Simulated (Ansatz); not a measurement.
**A series of single points on CuO**

System: CuO (F-43m, 2 atoms in the cell).
Method: Kohn-Sham DFT of a periodic cell, PBE, Ansatz PAW, no spin polarisation (Ansatz 0.2.0).

The 5 runs differ only in the geometry, by an even scaling of the cell at fixed fractional positions. The structure was built on a prototype by a generator; it need not be a known phase.

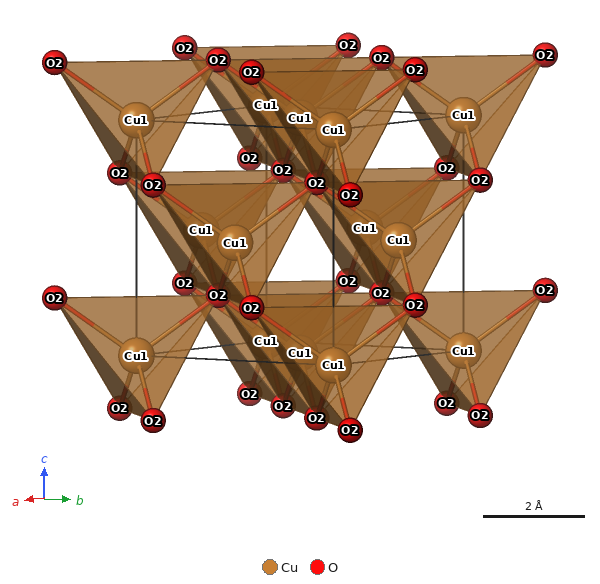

Figure 1. The structure of run 3 (polyhedral view of the cell 4 times as large as that of the calculation, set on its symmetry axes, seen at an oblique angle; polyhedra are completed across the faces of the cell; atoms are numbered from 1 in the order of the input).

**Input of run 3**
```yaml
crystal:
  lattice:
    - [0.0, 2.3426654489, 2.3426654489]
    - [2.3426654489, 0.0, 2.3426654489]
    - [2.3426654489, 2.3426654489, 0.0]
  atoms:
    - { symbol: Cu, position: [0.0, 0.0, 0.0] }
    - { symbol: O, position: [0.25, 0.25, 0.25] }
hamiltonian:
  xc: pbe
  pseudopotentials: { kind: paw }
kpoints:
  mp_grid: { grid: [10, 10, 10] }
scf:
  occupations: { method: fermi_dirac, width: 0.05 }
output:
  forces: true
  stress: true
  eigenvalues: true
```

Command:
```bash
ansatz run input.yaml --threads 2 --pin off --max-ram 5120MiB --backend cpu --events-out ev --progress --plain --runs-dir out
```

Lattice vectors (Å) and fractional positions of run 3:
```
   0.000000    2.342665    2.342665
   2.342665    0.000000    2.342665
   2.342665    2.342665    0.000000
Cu  0.000000  0.000000  0.000000
O   0.250000  0.250000  0.250000
```

Run 4 differs from it as follows:
```diff
-    - [0.0, 2.3426654489, 2.3426654489]
-    - [2.3426654489, 0.0, 2.3426654489]
-    - [2.3426654489, 2.3426654489, 0.0]
+    - [0.0, 2.3578779885, 2.3578779885]
+    - [2.3578779885, 0.0, 2.3578779885]
+    - [2.3578779885, 2.3578779885, 0.0]
```

**Results, with one run withheld**

| run | volume per atom (Å³) | free energy per atom, from the lowest run given (meV) | pressure (GPa) |
| --- | --- | --- | --- |
| 1 | 12.100 | 0.00 | −5.47 |
| 2 | 12.353 | 10.33 | −7.64 |
| 3 | 12.857 | 40.32 | −11.25 |
| 4 | 13.109 | ? | ? |
| 5 | 13.361 | 80.37 | −14.06 |

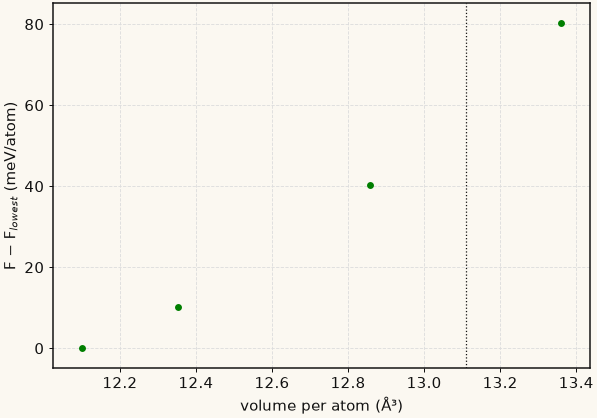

Figure 2. Free energy per atom of the runs given; the dotted line marks run 4.

What should run 4 give?

A quadratic polynomial in V^(−2/3) (the Birch–Murnaghan form), fitted to the 4 runs given, misses them by at most 0.05 meV per atom. With x = V^(−2/3) − 0.18417 Å⁻², it reads F = 26.785 − 6349.6 x + 2.7502e+05 x² (meV per atom). At run 4 it gives 59.19 meV per atom, and the run itself gives 59.22. The slope of the fit gives a pressure −dF/dV of −12.77 GPa there, and the run prints −12.75 GPa. The fit has no minimum inside this range.

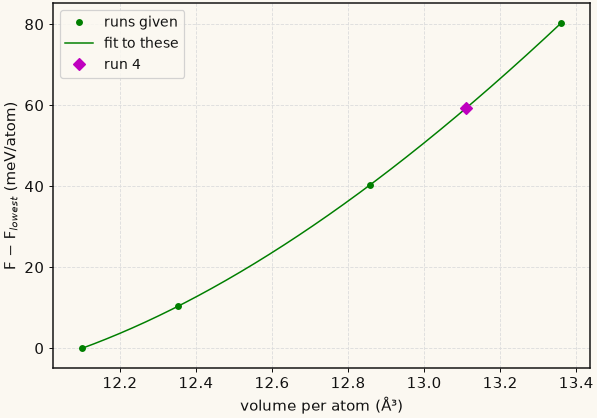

Figure 3. The fit and the withheld run.

**Output, shortened to warnings, some set-up lines, iterations and results (run 4)**
```
Basis set: ecut = 420 eV, 531 PW (Γ), exchange–correlation on 48×48×48 points (8 copies of the dense FFT grid, shifted against one another)
Symmetry: 24 space group operations
k-points: 47 of 1000 (time reversal used)
Initial density: superposition of atomic densities (neutral atoms: chi_scale 0, normalization atom), corrected by the library's trained network
[...]
SCF iter   1: F=—  HF=-7190.841507 eV  |F-HF|=—  |Δ(HF+E_count)|=         —  Δρ=4.65e-3  dr2=5.70e-3  ethr=1.77e-3  ⟨swp⟩=6.0  Hψ=3599  notcnv=0
SCF iter   2: F=—  HF=-7190.841662 eV  |F-HF|=—  |Δ(HF+E_count)|=   1.55e-4  Δρ=4.20e-3  dr2=3.63e-3  ethr=2.28e-5  ⟨swp⟩=2.2  Hψ=1594  notcnv=0
SCF iter   3: F=—  HF=-7190.841335 eV  |F-HF|=—  |Δ(HF+E_count)|=   3.27e-4  Δρ=1.70e-3  dr2=7.23e-4  ethr=1.45e-5  ⟨swp⟩=2.0  Hψ=1013  notcnv=0
SCF iter   4: F=—  HF=-7190.841302 eV  |F-HF|=—  |Δ(HF+E_count)|=   3.33e-5  Δρ=2.27e-3  dr2=9.25e-4  ethr=2.89e-6  ⟨swp⟩=2.0  Hψ=1345  notcnv=0
SCF iter   5: F=—  HF=-7190.841167 eV  |F-HF|=—  |Δ(HF+E_count)|=   1.35e-4  Δρ=9.89e-4  dr2=1.78e-4  ethr=2.89e-6  ⟨swp⟩=1.1  Hψ=807  notcnv=0
SCF iter   6: F=—  HF=-7190.841137 eV  |F-HF|=—  |Δ(HF+E_count)|=   3.02e-5  Δρ=1.50e-4  dr2=4.04e-6  ethr=7.12e-7  ⟨swp⟩=2.4  Hψ=998  notcnv=0
SCF iter   7: F=—  HF=-7190.841134 eV  |F-HF|=—  |Δ(HF+E_count)|=   2.75e-6  Δρ=1.35e-5  dr2=3.46e-8  ethr=4.00e-10  ⟨swp⟩=3.6  Hψ=3221  notcnv=0
SCF iter   8: F=-7190.841134 eV  HF=-7190.841134 eV  |F-HF|=4.09e-11  |Δ(HF+E_count)|=   1.44e-8  Δρ=1.51e-6  dr2=3.93e-10  ethr=1.39e-10  ⟨swp⟩=2.1  Hψ=2417  notcnv=0
SCF 1 converged in 8 iterations: F = -7190.841134 eV  dr2 = 3.93e-10
SCF converged after 8 iterations
Free energy (F): -7190.841134 eV
Harris-Foulkes:  -7190.841134 eV  (|F-HF|=4.09e-11)
Internal energy: -7190.816728 eV  (E = F + TS)
E sigma→0 (E₀):  -7190.828931 eV
Entropy (-TS):   -0.024406 eV (-12.203 meV/atom)
Fermi energy:    7.717614 eV
--- Per-component energies (eV) ---
  E_band       = -517.329363
  E_kinetic    = 466.535238
  E_local      = -5386.426708  (includes V_loc(G=0)·N_el)
  E_nonlocal   = 440.867133
  E_hartree    = 2327.135323
  E_xc         = -159.802956
  E_vxc        = -204.925321  (∫ρ·V_xc dr)
  E_paw        = -1820.980901  (= ΣΔE_a)
  E_vpaw       = -487.654395  (= ΣTr[D̂ρ^β])
  E_aug_tail   = 0.002674  (compensation charges beyond the density's cutoff)
  E_ewald      = -3058.146531
  E_smearing   = -0.024406  (= −TS)
  E_closure    = 0.000000  (closes the sum)
  Σ components = -7190.841134   (vs F -7190.841134, Δ=0.00e0)
--- Forces (eV/Å), atoms counted from 1 ---
  atom   1  Cu     0.00000000    -0.00000000    -0.00000000
  atom   2  O      0.00000000    -0.00000000    -0.00000000
  max |Σ_I F_I| component: 1.06e-16 eV/Å
--- Stress (GPa, compression-positive) ---
      -12.745497       0.000000      -0.000000
       -0.000000     -12.745497       0.000000
       -0.000000       0.000000     -12.745497
  P = ⅓ Tr σ = -12.7455 GPa (-127.455 kbar)
```

Notes: The run has no spin polarisation, so a magnetic state may lie lower.
